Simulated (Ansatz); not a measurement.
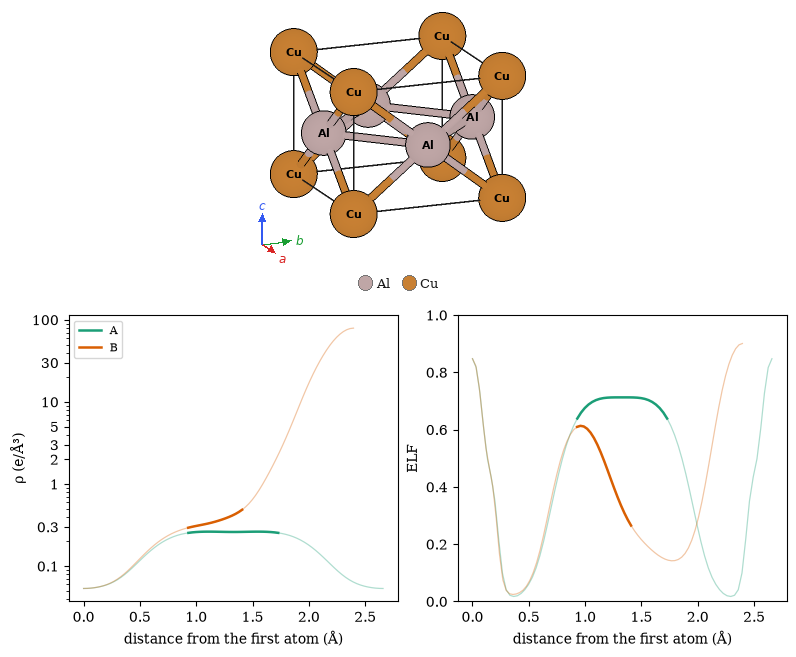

The picture shows: Al₂Cu. Valence pseudo-density and electron localisation function along straight lines between neighbouring atoms. Thin, pale parts lie inside the atomic spheres. The structure is drawn too.

Space group P4/mmm; a point of a scan over the structure, not its minimum; a structure from a database of computed crystals, not necessarily the ambient phase; computed pressure about 13 GPa in this cell; computed without spin polarisation; PAW files of the earlier set (soft_1).

Method: Ansatz 0.2.0, DFT LDA, scalar-relativistic, plane waves, PAW.

The density is the valence pseudo-density of a PAW calculation; it isn't the true density close to the nuclei.

Input file:

```
crystal:
  lattice:
    - [3.7593, 0.0, 0.0]
    - [0.0, 3.7593, 0.0]
    - [0.0, 0.0, 2.9719]
  atoms:
    - { symbol: Al, position: [0.5, 0.0, 0.5] }
    - { symbol: Al, position: [0.0, 0.5, 0.5] }
    - { symbol: Cu, position: [0.0, 0.0, 0.0] }
basis:
  ecutwfc: 520.0
kpoints:
  mp_grid: { grid: [10, 10, 14] }
hamiltonian:
  xc: lda
  pseudopotentials: { kind: paw, azcp: { folder: soft_1 } }
scf:
  occupations: { method: gaussian, width: 0.15 }
output:
  forces: true
  stress: true
  eigenvalues: true
  write_density: true
  write_potential: true
  elf: true
  volumetric_format: npy
```

Command:

```sh
ansatz run input.yaml --threads 2 --pin off --max-ram 4096MiB --backend cpu --events-out ev --progress --plain --runs-dir out
```

Below, planes, directions and counts refer to the conventional cell (a = 3.76 Å, b = 3.76 Å, c = 2.97 Å, α = 90.00°, β = 90.00°, γ = 90.00°).

Which curve belongs to which contact (Al–Al and Al–Cu)? The first atom named is at distance zero.

Curve A: Al–Al (2.66 Å): ρ at the midpoint is about 0.26 e/Å³; the ELF peaks at about 0.70 between the atoms. Curve B: Al–Cu (2.40 Å): ρ is about 0.36 e/Å³ halfway; the ELF peaks at about 0.60 between the atoms.
